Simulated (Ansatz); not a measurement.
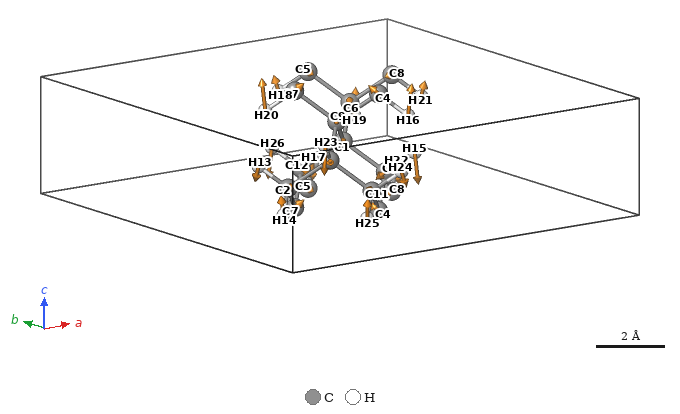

This is a relaxation of a wire of composition H7C6. The starting structure is drawn; orange arrows show the displacements (the part carried along by the change of the cell is left out), magnified 10 times.

A ball-and-stick model of the cell of the calculation, with the vacuum cut short, seen from a free direction.

Case: wire along [0 0 1], 12 atoms a period, capped with H.

These are results of Ansatz 0.2.0, DFT PBE, scalar-relativistic, plane waves, PAW, not measurements. (plane-wave cutoff 420 eV; k-point mesh 1 × 1 × 9; occupations gaussian; smearing width 0.05 eV; no spin polarisation; cell relaxed at fixed a, b, alpha, beta, gamma; force threshold 0.02 eV/Å; at most 45 steps)

### Atoms of which element are displaced furthest, and by how much?

Hydrogen: up to 0.10 Å, against 0.04 Å for carbon.

### Describe the change and its energy.

The largest moves relative to the centre of the atoms, 0.10 Å, are those of H atoms. Largest moves by element: H 0.10 Å, C 0.04 Å. Along the periodic axis the drawn cell goes c 3.571 → 3.723 Å (+4.2 %). Some distances before and after: C–C 1.546 → 1.581 Å, C–C 1.546 → 1.557 Å, C–C 1.546 → 1.536 Å, C–H 1.090 → 1.100 Å. Among the angles between lasting bonds that change: C–C–C 109.5° → 104.0°, H–C–H 109.5° → 105.6°, C–C–C 109.5° → 107.0°. Over 5 accepted moves (7 points after the start) the energy falls by 0.354 eV per cell of the calculation. The largest force component goes from 1 to 0.0044 eV/Å. At 2 points the geometry stayed and the basis and grid were re-selected for the new cell (energy shift of 33.0 meV per cell of the calculation at most each time).
